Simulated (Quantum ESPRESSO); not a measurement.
**Band-structure run of Sr (part 1 of 2)**

The run: band-structure run of Sr (Fm-3m, 1 atom in the cell). Method and program: Kohn-Sham DFT of a periodic cell, AM05, SG15 PBE 1.2, no spin polarisation (Quantum ESPRESSO 7.5).

The structure derives from an entry of the Crystallography Open Database.

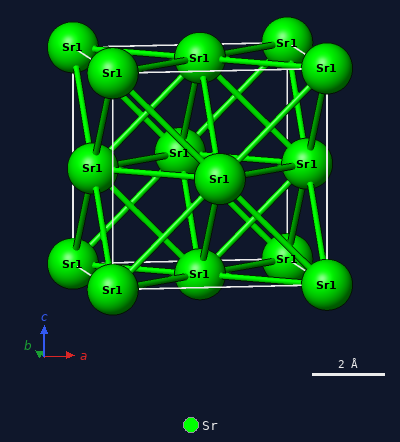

*The input geometry (ball-and-stick view of the cell 4 times as large as that of the calculation, set on its symmetry axes, seen slightly off an axis; atoms are numbered from 1 in the order of the input). An atom can appear more than once, as a periodic image.*

Key numbers

```tsv
quantity	value
outcome	converged
space group (tolerance 0.01 Å)	Fm-3m (225)
electrons treated	10
free energy	−845.4288 eV
Fermi energy	4.825 eV
gap on the k-point mesh	none (metallic)
pressure	−0.60 GPa
largest force (length of the vector)	under 0.001 eV/Å
hardware	1 thread of Arm Neoverse V1, 24 GiB of memory available, shared host
wall time	57 s
peak memory	0.1 GiB
```

Further notes kept with the run: potentials made for another functional. Points of doubt noted for this run: potentials made for another functional.

Input file
```
&CONTROL
  calculation = 'scf'
  prefix = 'pwscf'
  outdir = './tmp'
  pseudo_dir = './pseudo'
  tprnfor = .true.
  tstress = .true.
  disk_io = 'low'
/
&SYSTEM
  ibrav = 0
  A = 4.30253263
  nat = 1
  ntyp = 1
  ecutwfc = 68
  nbnd = 10
  input_dft = 'XC-000I-000I-120L-135L-000I-000I'
  occupations = 'smearing'
  smearing = 'fd'
  degauss = 0.00367493
/
&ELECTRONS
  conv_thr = 2d-10
  electron_maxstep = 120
  mixing_beta = 0.5
/
ATOMIC_SPECIES
Sr    87.6200 Sr_ONCV_PBE-1.2.upf
CELL_PARAMETERS alat
   0.0000000000    0.7071067814    0.7071067814
   0.7071067814    0.0000000000    0.7071067814
   0.7071067814    0.7071067814    0.0000000000
ATOMIC_POSITIONS alat
Sr     0.0000000000    0.0000000000    0.0000000000
K_POINTS automatic
8 8 8 0 0 0
```

File pp_density.in
```
&INPUTPP
  prefix = 'pwscf'
  outdir = './tmp'
  filplot = 'density.dat'
  plot_num = 0
/
&PLOT
  nfile = 1
  filepp(1) = 'density.dat'
  iflag = 3
  output_format = 6
  fileout = 'density.cube'
/
```

File pp_potential.in
```
&INPUTPP
  prefix = 'pwscf'
  outdir = './tmp'
  filplot = 'potential.dat'
  plot_num = 11
/
&PLOT
  nfile = 1
  filepp(1) = 'potential.dat'
  iflag = 3
  output_format = 6
  fileout = 'potential.cube'
/
```

File pp_elf.in
```
&INPUTPP
  prefix = 'pwscf'
  outdir = './tmp'
  filplot = 'elf.dat'
  plot_num = 8
/
&PLOT
  nfile = 1
  filepp(1) = 'elf.dat'
  iflag = 3
  output_format = 6
  fileout = 'elf.cube'
/
```

File bands.in
```
&CONTROL
  calculation = 'bands'
  prefix = 'pwscf'
  outdir = './tmp'
  pseudo_dir = './pseudo'
  disk_io = 'low'
  verbosity = 'high'
/
&SYSTEM
  ibrav = 0
  A = 4.30253263
  nat = 1
  ntyp = 1
  ecutwfc = 68
  nbnd = 10
  input_dft = 'XC-000I-000I-120L-135L-000I-000I'
  occupations = 'smearing'
  smearing = 'fd'
  degauss = 0.00367493
/
&ELECTRONS
  conv_thr = 1d-08
  electron_maxstep = 120
  mixing_beta = 0.5
  diago_full_acc = .true.
  startingwfc = 'random'
/
ATOMIC_SPECIES
Sr    87.6200 Sr_ONCV_PBE-1.2.upf
CELL_PARAMETERS alat
   0.0000000000    0.7071067814    0.7071067814
   0.7071067814    0.0000000000    0.7071067814
   0.7071067814    0.7071067814    0.0000000000
ATOMIC_POSITIONS alat
Sr     0.0000000000    0.0000000000    0.0000000000
K_POINTS crystal
60
 0.0000000000  0.0000000000  0.0000000000 1
 0.0625000000  0.0000000000  0.0625000000 1
 0.1250000000  0.0000000000  0.1250000000 1
 0.1875000000  0.0000000000  0.1875000000 1
 0.2500000000  0.0000000000  0.2500000000 1
 0.3125000000  0.0000000000  0.3125000000 1
 0.3750000000  0.0000000000  0.3750000000 1
 0.4375000000  0.0000000000  0.4375000000 1
 0.5000000000  0.0000000000  0.5000000000 1
 0.5000000000  0.0625000000  0.5625000000 1
 0.5000000000  0.1250000000  0.6250000000 1
 0.5000000000  0.1875000000  0.6875000000 1
 0.5000000000  0.2500000000  0.7500000000 1
 0.4375000000  0.3125000000  0.7500000000 1
 0.3750000000  0.3750000000  0.7500000000 1
 0.3375000000  0.3375000000  0.6750000000 1
 0.3000000000  0.3000000000  0.6000000000 1
 0.2625000000  0.2625000000  0.5250000000 1
 0.2250000000  0.2250000000  0.4500000000 1
 0.1875000000  0.1875000000  0.3750000000 1
 0.1500000000  0.1500000000  0.3000000000 1
 0.1125000000  0.1125000000  0.2250000000 1
 0.0750000000  0.0750000000  0.1500000000 1
 0.0375000000  0.0375000000  0.0750000000 1
 0.0000000000  0.0000000000  0.0000000000 1
 0.0625000000  0.0625000000  0.0625000000 1
 0.1250000000  0.1250000000  0.1250000000 1
 0.1875000000  0.1875000000  0.1875000000 1
 0.2500000000  0.2500000000  0.2500000000 1
 0.3125000000  0.3125000000  0.3125000000 1
 0.3750000000  0.3750000000  0.3750000000 1
 0.4375000000  0.4375000000  0.4375000000 1
 0.5000000000  0.5000000000  0.5000000000 1
 0.5250000000  0.4500000000  0.5250000000 1
 0.5500000000  0.4000000000  0.5500000000 1
 0.5750000000  0.3500000000  0.5750000000 1
 0.6000000000  0.3000000000  0.6000000000 1
 0.6250000000  0.2500000000  0.6250000000 1
 0.5833333333  0.2500000000  0.6666666667 1
 0.5416666667  0.2500000000  0.7083333333 1
 0.5000000000  0.2500000000  0.7500000000 1
 0.5000000000  0.2857142857  0.7142857143 1
 0.5000000000  0.3214285714  0.6785714286 1
 0.5000000000  0.3571428571  0.6428571429 1
 0.5000000000  0.3928571429  0.6071428571 1
 0.5000000000  0.4285714286  0.5714285714 1
 0.5000000000  0.4642857143  0.5357142857 1
 0.5000000000  0.5000000000  0.5000000000 1
 0.4821428571  0.4821428571  0.5357142857 1
 0.4642857143  0.4642857143  0.5714285714 1
 0.4464285714  0.4464285714  0.6071428571 1
 0.4285714286  0.4285714286  0.6428571429 1
 0.4107142857  0.4107142857  0.6785714286 1
 0.3928571429  0.3928571429  0.7142857143 1
 0.3750000000  0.3750000000  0.7500000000 1
 0.6250000000  0.2500000000  0.6250000000 1
 0.5937500000  0.1875000000  0.5937500000 1
 0.5625000000  0.1250000000  0.5625000000 1
 0.5312500000  0.0625000000  0.5312500000 1
 0.5000000000  0.0000000000  0.5000000000 1
```

Launch command:
```bash
OMP_NUM_THREADS=1 pw.x -in pw.in > pw.out
OMP_NUM_THREADS=1 pp.x -in pp_density.in > pp_density.out
OMP_NUM_THREADS=1 pp.x -in pp_potential.in > pp_potential.out
OMP_NUM_THREADS=1 pp.x -in pp_elf.in > pp_elf.out
OMP_NUM_THREADS=1 pw.x -in bands.in > bands.out
```

What the program printed
```
This program is part of the open-source Quantum ESPRESSO suite
     for quantum simulation of materials; please cite
         "P. Giannozzi et al., J. Phys.:Condens. Matter 21 395502 (2009);
         "P. Giannozzi et al., J. Phys.:Condens. Matter 29 465901 (2017);
         "P. Giannozzi et al., J. Chem. Phys. 152 154105 (2020);
          URL
     in publications or presentations arising from this work. More details at

     IMPORTANT: XC functional enforced from input :
     Exchange-correlation= XC-000I-000I-120L-135L-000I-000I
                           (   0   0 120 135   0   0   0)
     Any further DFT definition will be discarded
     Please, verify this is what you really want

     Message from routine setup:
     using ibrav=0 with symmetry is DISCOURAGED, use correct ibrav instead

     G-vector sticks info
     --------------------
     sticks:   dense  smooth     PW     G-vecs:    dense   smooth      PW
     Sum        1237    1237    367                28763    28763    4621

     Using Slab Decomposition

     bravais-lattice index     =            0
     lattice parameter (alat)  =       8.1306  a.u.
     unit-cell volume          =     380.0617 (a.u.)^3
     number of atoms/cell      =            1
     number of atomic types    =            1
     number of electrons       =        10.00
     number of Kohn-Sham states=           10
     kinetic-energy cutoff     =      68.0000  Ry
     charge density cutoff     =     272.0000  Ry
     scf convergence threshold =      2.0E-10
     mixing beta               =       0.5000
     number of iterations used =            8  plain     mixing
     Exchange-correlation= XC-000I-000I-120L-135L-000I-000I
                           (   0   0 120 135   0   0   0)

     celldm(1)=   8.130608  celldm(2)=   0.000000  celldm(3)=   0.000000
     celldm(4)=   0.000000  celldm(5)=   0.000000  celldm(6)=   0.000000

     crystal axes: (cart. coord. in units of alat)
               a(1) = (   0.000000   0.707107   0.707107 )
               a(2) = (   0.707107   0.000000   0.707107 )
               a(3) = (   0.707107   0.707107   0.000000 )

     reciprocal axes: (cart. coord. in units 2 pi/alat)
               b(1) = ( -0.707107  0.707107  0.707107 )
               b(2) = (  0.707107 -0.707107  0.707107 )
               b(3) = (  0.707107  0.707107 -0.707107 )

     PseudoPot. # 1 for Sr read from file:
     Sr_ONCV_PBE-1.2.upf
     Pseudo is Norm-conserving, Zval = 10.0
     Generated using ONCVPSP code by D. R. Hamann
     Using radial grid of  602 points,  6 beta functions with:
                l(1) =   0
                l(2) =   0
                l(3) =   1
                l(4) =   1
                l(5) =   2
                l(6) =   2

     atomic species   valence    mass     pseudopotential
     Sr               10.00    87.62000     Sr( 1.00)

     48 Sym. Ops., with inversion, found

   Cartesian axes

     site n.     atom                  positions (alat units)
         1        Sr     tau(   1) = (   0.0000000   0.0000000   0.0000000  )

     number of k points=    29  Fermi-Dirac smearing, width (Ry)=  0.0037
                       cart. coord. in units 2pi/alat
        k(    1) = (   0.0000000   0.0000000   0.0000000), wk =   0.0039062
        k(    2) = (   0.0883883   0.0883883  -0.0883883), wk =   0.0312500
        k(    3) = (   0.1767767   0.1767767  -0.1767767), wk =   0.0312500
        k(    4) = (   0.2651650   0.2651650  -0.2651650), wk =   0.0312500
        k(    5) = (  -0.3535534  -0.3535534   0.3535534), wk =   0.0156250
        k(    6) = (   0.1767767   0.0000000   0.0000000), wk =   0.0234375
        k(    7) = (   0.2651650   0.0883883  -0.0883883), wk =   0.0937500
        k(    8) = (   0.3535534   0.1767767  -0.1767767), wk =   0.0937500
        k(    9) = (  -0.2651650  -0.4419417   0.4419417), wk =   0.0937500
        k(   10) = (  -0.1767767  -0.3535534   0.3535534), wk =   0.0937500
        k(   11) = (  -0.0883883  -0.2651650   0.2651650), wk =   0.0937500
        k(   12) = (   0.0000000  -0.1767767   0.1767767), wk =   0.0468750
        k(   13) = (   0.3535534   0.0000000   0.0000000), wk =   0.0234375
        k(   14) = (   0.4419417   0.0883883  -0.0883883), wk =   0.0937500
        k(   15) = (  -0.1767767  -0.5303301   0.5303301), wk =   0.0937500
        k(   16) = (  -0.0883883  -0.4419417   0.4419417), wk =   0.0937500
        k(   17) = (   0.0000000  -0.3535534   0.3535534), wk =   0.0468750
        k(   18) = (   0.5303301   0.0000000   0.0000000), wk =   0.0234375
        k(   19) = (  -0.0883883  -0.6187184   0.6187184), wk =   0.0937500
        k(   20) = (   0.0000000  -0.5303301   0.5303301), wk =   0.0468750
        k(   21) = (  -0.7071068   0.0000000   0.0000000), wk =   0.0117188
        k(   22) = (   0.3535534   0.1767767   0.0000000), wk =   0.0937500
        k(   23) = (  -0.2651650  -0.4419417   0.6187184), wk =   0.1875000
        k(   24) = (  -0.1767767  -0.3535534   0.5303301), wk =   0.0937500
        k(   25) = (  -0.1767767  -0.5303301   0.7071068), wk =   0.0937500
        k(   26) = (  -0.0883883  -0.4419417   0.6187184), wk =   0.1875000
        k(   27) = (   0.0000000  -0.3535534   0.5303301), wk =   0.0937500
        k(   28) = (  -0.7071068   0.1767767   0.0000000), wk =   0.0468750
        k(   29) = (  -0.7071068   0.3535534   0.0000000), wk =   0.0234375

     Dense  grid:    28763 G-vectors     FFT dimensions: (  45,  45,  45)

     WARNING: libxc functional with ID  120 depends
      on external parameters: check the user_guide of
      QE if you need to modify them or to check their
      default values.

     WARNING: libxc functional with ID  135 depends
      on external parameters: check the user_guide of
      QE if you need to modify them or to check their
      default values.

     Initial potential from superposition of free atoms

     starting charge       9.7192, renormalised to      10.0000
     Starting wfcs are random

     Self-consistent Calculation

     iteration #  1     ecut=    68.00 Ry     beta= 0.50
     Davidson diagonalization with overlap
     ethr =  1.00E-02,  avg # of iterations =  8.7

     Threshold (ethr) on eigenvalues was too large:
     Diagonalizing with lowered threshold

     Davidson diagonalization with overlap
     ethr =  4.25E-04,  avg # of iterations =  2.2

     total energy              =     -62.13339911 Ry
     estimated scf accuracy    <       0.04009579 Ry

     iteration #  2     ecut=    68.00 Ry     beta= 0.50
     Davidson diagonalization with overlap
     ethr =  4.01E-04,  avg # of iterations =  2.3

     total energy              =     -62.13746956 Ry
     estimated scf accuracy    <       0.00199011 Ry

     iteration #  3     ecut=    68.00 Ry     beta= 0.50
     Davidson diagonalization with overlap
     ethr =  1.99E-05,  avg # of iterations =  5.5

     total energy              =     -62.13786324 Ry
     estimated scf accuracy    <       0.00006468 Ry

     iteration #  4     ecut=    68.00 Ry     beta= 0.50
     Davidson diagonalization with overlap
     ethr =  6.47E-07,  avg # of iterations =  4.1

     total energy              =     -62.13786894 Ry
     estimated scf accuracy    <       0.00000187 Ry

     iteration #  5     ecut=    68.00 Ry     beta= 0.50
     Davidson diagonalization with overlap
     ethr =  1.87E-08,  avg # of iterations =  2.6

     total energy              =     -62.13786929 Ry
     estimated scf accuracy    <       0.00000016 Ry
```
